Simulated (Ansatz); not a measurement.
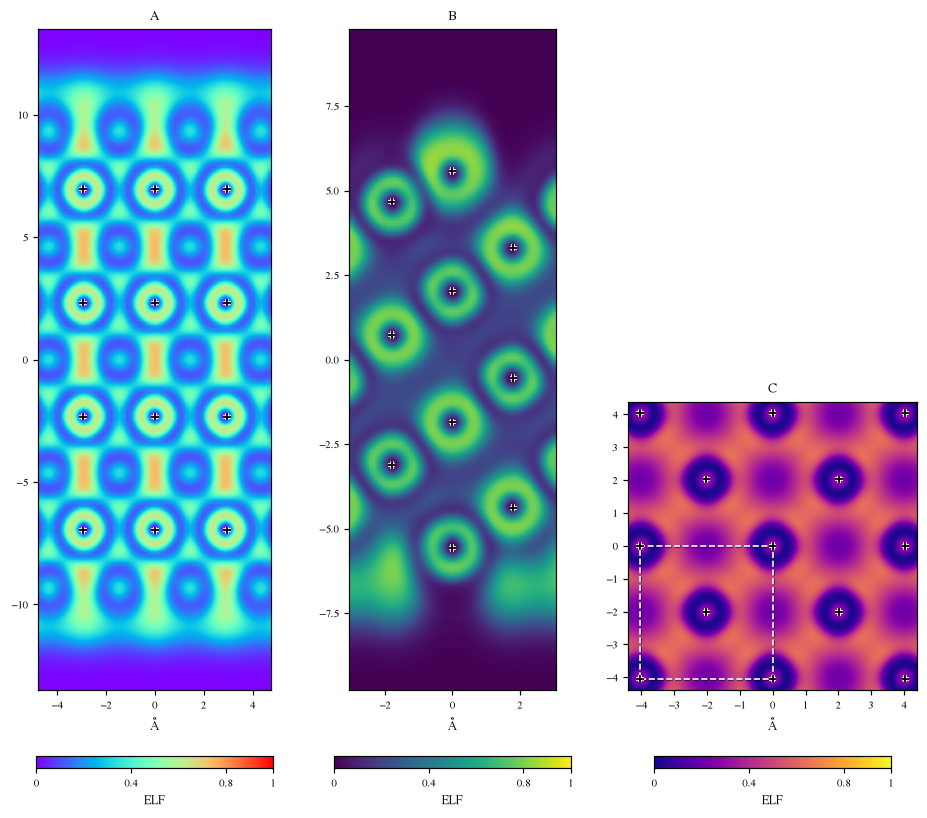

The ELF of 3 systems, each on a plane through atoms (crosses mark nuclei in the plane).

Level of theory: Ansatz, DFT PBE, scalar-relativistic, plane waves, PAW.

System 1: Ti (slab), the (010) plane of the calculation cell, a cut from vacuum to vacuum. Changed on purpose from its base cell (repeats removed: -1); not relaxed (largest force 0.6 eV/Å); computed without spin polarisation.

```
Ti
1.0
     2.93846    0.00000    0.00000
    -1.46923    2.54478    0.00000
     0.00000    0.00000   33.60254
Ti
9
Direct
  0.66667 0.33333 0.22320
  0.33333 0.66667 0.29240
  0.66667 0.33333 0.36160
  0.33333 0.66667 0.43080
  0.66667 0.33333 0.50000
  0.33333 0.66667 0.56920
  0.66667 0.33333 0.63840
  0.33333 0.66667 0.70760
  0.66667 0.33333 0.77680
```

System 2: TaN (slab), the (110) plane of the calculation cell, a cut from vacuum to vacuum. 

```xyz
10
Lattice="3.1235 0.0000 0.0000 -1.5617 2.7050 0.0000 0.0000 0.0000 26.4764" Properties=species:S:1:pos:R:3 pbc="T T T"
Ta    0.0000    1.8034    7.5789
N     1.5618    0.9017    8.7783
Ta    0.0000    0.0000   10.0438
N     0.0000    1.8034   11.2951
Ta    1.5618    0.9017   12.6049
N     0.0000    0.0000   13.8773
Ta    0.0000    1.8034   15.1800
N     1.5618    0.9017   16.4657
Ta    0.0000    0.0000   17.8276
N     0.0000    1.8034   18.7310
```

System 3: Al, the (001) plane of the conventional cell. Space group Fm-3m; computed without spin polarisation.

```
Al
1.0
     4.04062    0.00000    0.00000
     0.00000    4.04062    0.00000
     0.00000    0.00000    4.04062
Al
4
Direct
  0.00000 0.00000 0.00000
  0.50000 0.50000 0.00000
  0.50000 0.00000 0.50000
  0.00000 0.50000 0.50000
```

> Which map belongs to which system?

Panel A is system 1, Ti: the plane holds Ti. Ti–Ti (2.94 Å): the ELF is about 0.25 at the midpoint: no shared electron pair shows on this line. Panel B is system 2, TaN: the plane holds Ta and N. Ta–N (2.02 Å): the ELF peaks at about 0.80 in the valence shell of N, 0.6 Å from its nucleus, and is about 0.30 at the midpoint: no shared electron pair shows on this line. Panel C is system 3, Al: the plane holds Al. Al–Al (2.86 Å): the ELF peaks at about 0.65 between the atoms.
